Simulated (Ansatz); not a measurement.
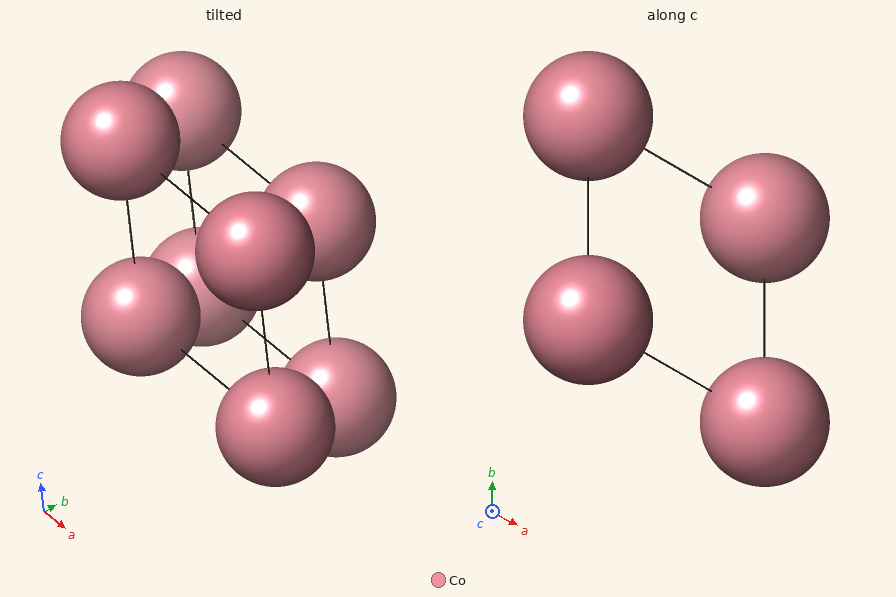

An orthographic spheres-only view of the structure, slightly off an axis and along the c axis. Thin lines show the simulation cell, with boundary atoms drawn in all their periodic places.

This input was run:
```yaml
crystal:
  lattice:
    - [-1.3988693441, 1.3988693441, 1.3988693441]
    - [1.3988693441, -1.3988693441, 1.3988693441]
    - [1.3988693441, 1.3988693441, -1.3988693441]
  atoms:
    - { symbol: Co, position: [0.0, 0.0, 0.0] }
basis:
  ecutwfc: 500
  ecutrho_ratio: 4
kpoints:
  mp_grid: { grid: [20, 20, 20] }
hamiltonian:
  xc: r2scan
scf:
  occupations: { method: gaussian, width: 0.05 }
output:
  forces: true
  stress: true
  eigenvalues: true
```

Method used: DFT r2SCAN, scalar-relativistic, plane waves, PAW in Ansatz. It ran with 500 eV cutoff, 20×20×20 k-mesh, Gaussian smearing of 0.05 eV, no spin polarisation (a spin-restricted run, not always the ground state).

### What is the band gap, if any?

A metal: bands cross the Fermi level.

### Is the cell compressed or stretched against its equilibrium volume?

The computed pressure is -17.5 GPa (stretched: it would shrink).

The starting point was a structure type filled with this element by a generator (whether the element takes this form wasn't checked). Earlier steps of the study may have refined or changed the cell and positions. Ansatz was used for an electronic-structure calculation on it.

At this level of theory the cell isn't at rest (stretched, at -18 GPa), so its distances can differ from those at equilibrium, the more so the softer the solid.
